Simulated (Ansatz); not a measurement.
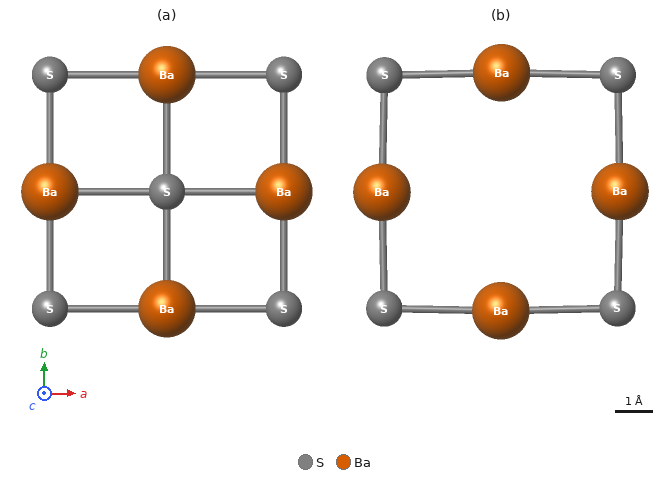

Left: perfect BaS. Right: the same region with one point defect, after relaxing the atoms in a supercell of 64 sites. A ball-and-stick model of the atoms within 5.4 Å of one point, in a slice 4.2 Å thick across the line of sight, seen along the c axis.

Theory: Ansatz 0.2.0, DFT, PBEsol, PAW, plane waves. Settings: plane-wave cutoff 420 eV; k-point mesh 1 × 1 × 1; mesh shifted by (0.25, 0.25, 0.25); no spin polarisation. Fermi-Dirac smearing of 0.01 eV. The axes drawn are those of the host's conventional cell.

### Which defect is it?

A sulfur atom is taken out (a vacancy).

The charge state of the cell is 0.

### What does the relaxation do around it?

Around the empty S site the host had 6 Ba at 3.17 Å; after relaxation the nearest atoms are 6 Ba at 3.22 Å. Of the host's atoms, a barium atom moves furthest from its site, by 0.06 Å.
